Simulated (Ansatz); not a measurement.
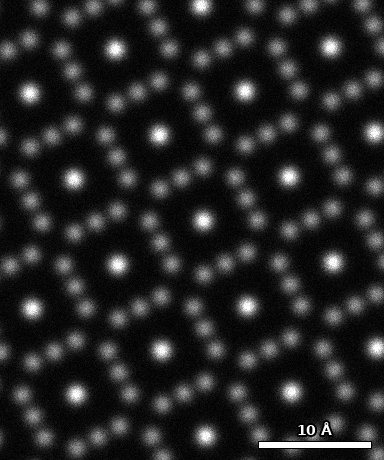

An image along [001] of one of the structures below (computed or model cells, partly hypothetical, each in its standard cell). The image is simulated as a sum over atoms of Z^1.7, blurred by a 1.30 Å probe (no channelling). The probe carries 25 % of its weight in a tail 2.5 times as wide. Shot noise was added.

A. K
Space group Pm-3n (No. 223). a = 8.675 Å, b = 8.675 Å, c = 8.675 Å, α = 90.00°, β = 90.00°, γ = 90.00°
```csv
atom,site,symmetry,x,y,z
K,2a,m-3.,0.0000,0.0000,0.0000
K,6c,-4m.2,0.2500,0.0000,0.5000
```

B. Nb
Space group P6_3/mmc (No. 194). a = 2.884 Å, b = 2.884 Å, c = 10.558 Å, α = 90.00°, β = 90.00°, γ = 120.00°
```csv
atom,site,symmetry,x,y,z
Nb,2a,-3m.,0.0000,0.0000,0.0000
Nb,2c,-6m2,0.3333,0.6667,0.2500
```

C. Hf
Space group Fm-3m (No. 225). a = 4.419 Å, b = 4.419 Å, c = 4.419 Å, α = 90.00°, β = 90.00°, γ = 90.00°
```csv
atom,site,symmetry,x,y,z
Hf,4a,m-3m,0.0000,0.0000,0.0000
```

D. Cr
Space group Fd-3m:1 (No. 227). a = 5.612 Å, b = 5.612 Å, c = 5.612 Å, α = 90.00°, β = 90.00°, γ = 90.00°
```tsv
atom	site	symmetry	x	y	z
Cr	8b	-43m	0.2500	0.2500	0.7500
```

> Which structure was imaged?

A, K. Along [001] the projected cells are A 8.67 × 8.67 Å, 90°; B 2.88 × 2.88 Å, 120°; C 2.21 × 2.21 Å, 90°; D 1.98 × 1.98 Å, 90°. The image repeats as A does, and its brightest columns are K.

Structure A: the geometry given to an electronic-structure calculation, possibly off equilibrium; the starting structure was generated, so it need not be a known form of this composition.
